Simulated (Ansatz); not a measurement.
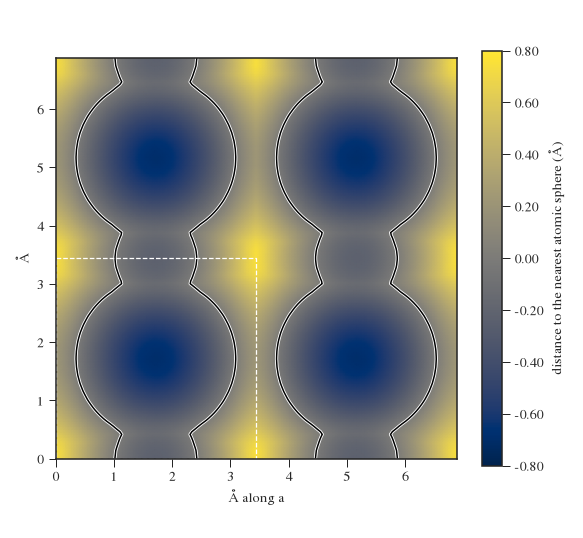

Map of the distance to the nearest atomic sphere in TaAs in space group I4_1md, computed on the section z = 0.914 (parallel to a and b; the dashed line is one cell). The black line marks the spheres' surfaces; positive values are empty space; unlabelled circles belong to atoms above or below the section.

Hard-sphere model; covalent radii (Cordero): Ta 1.70 Å, As 1.19 Å.

Origin of the cell: the input geometry of an electronic-structure calculation (not necessarily at equilibrium).

```
Ta As
1.0
     3.44188    0.00000    0.00000
     0.00000    3.44188    0.00000
     0.00000    0.00000   11.71259
Ta As
4 4
Direct
  0.00000 0.50000 0.75002
  0.50000 0.50000 0.00002
  0.50000 0.00000 0.25002
  0.00000 0.00000 0.50002
  0.50000 0.00000 0.83258
  0.00000 0.00000 0.08258
  0.00000 0.50000 0.33258
  0.50000 0.50000 0.58258
```

**Where is the largest hole in this section, and how large is it?**

At 0.000, 0.043, 0.914 (fractional), where the distance reaches 0.79 Å; it is enclosed by 3 Ta + 3 As (then 3 Ta). It is the largest hole of the crystal.

**How much of the crystal lies outside the spheres?**

About 23 % of the cell's volume, and 42 % of this section's area.

**What can pass through?**

The largest sphere that fits anywhere has a diameter of 1.57 Å; the largest that can travel through the crystal, about 0.5 Å.
